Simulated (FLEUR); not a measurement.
System: CuAu, space group P4/mmm (No. 123).

Structure:
```yaml
crystal:
  lattice:
    - [2.81075, 0.00000, 0.00000]
    - [0.00000, 2.81075, 0.00000]
    - [0.00000, 0.00000, 3.68500]
  atoms:
    - { symbol: Au, position: [0.00000, 0.00000, 0.00000] }
    - { symbol: Cu, position: [0.50000, 0.50000, 0.50000] }
```

Computed with FLEUR MaX-R8.1 (later development tree): all-electron LAPW DFT, no spin polarisation; energies at scaled volumes of the given cell, shape and fractions fixed, counted from the fit's minimum, third-order Birch-Murnaghan fit. Level: SCAN.

- k mesh: 9×9×7
- occupations: Fermi–Dirac
- smearing width: 0.05 eV
- potentials: all electron
- program settings: basis FLAPW, kmax 4.26 1/bohr

What does the calculation give for the energy against volume? The volume takes the values 13.68, 13.97, 14.56, 15.14, 15.43 Å³/atom.

A third-order Birch–Murnaghan fit gives V0 = 14.21 Å³/atom, B0 = 172 GPa and B′ = 5.5. The energy is 11.39 meV/atom at volume 13.68 Å³/atom and 47.01 meV/atom at 15.43 Å³/atom; the lowest computed point is at volume 13.97 Å³/atom (2.19 meV/atom).

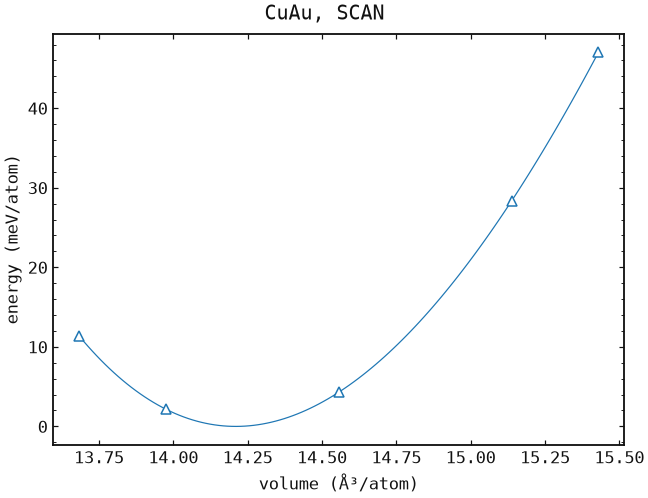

Keep in mind: spin-orbit coupling left out, heavy elements; shape and atomic fractions are frozen while scaling, which makes layered, chain and framework solids too stiff.
